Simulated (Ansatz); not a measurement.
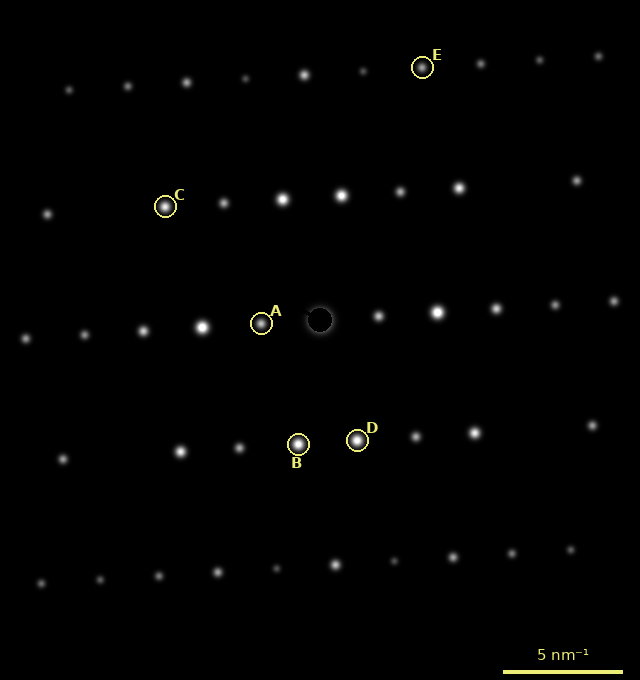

The pattern is a kinematic simulation for 120 kV electrons (no multiple scattering; isotropic B = 0.5 Å²). The zone axis points towards the electron source and the pattern is seen from the source side.

Crystal: Ru, space group Cmcm (No. 63), a = 2.745 Å, b = 8.043 Å, c = 2.720 Å. Structure: the geometry relaxed with Ansatz 0.2.0, DFT, RPBE, plane waves (420 eV) with PAW, scalar-relativistic; the starting structure was generated, so it need not be a known form of this composition.

| atom | site | symmetry | x | y | z |
| --- | --- | --- | --- | --- | --- |
| Ru | 4c | m2m | 0.0000 | 0.3555 | 0.7500 |

Spot A is indexed 0 -2 0 and spot B 1 -1 -1.

Give hkl for C, D, E.

C = 3A − B = -1 -5 1 (d = 1.236 Å). D = −A + B = 1 1 -1 (d = 1.879 Å). E = −A − 2B = -2 4 2 (d = 0.871 Å).

Find the zone axis.

The cross product of A and B is parallel to [101]; every spot obeys hu + kv + lw = 0.

What are the spacings of A and B and the angle between them?

d(A) = 4.021 Å, d(B) = 1.879 Å, and the angle is 76.5°.
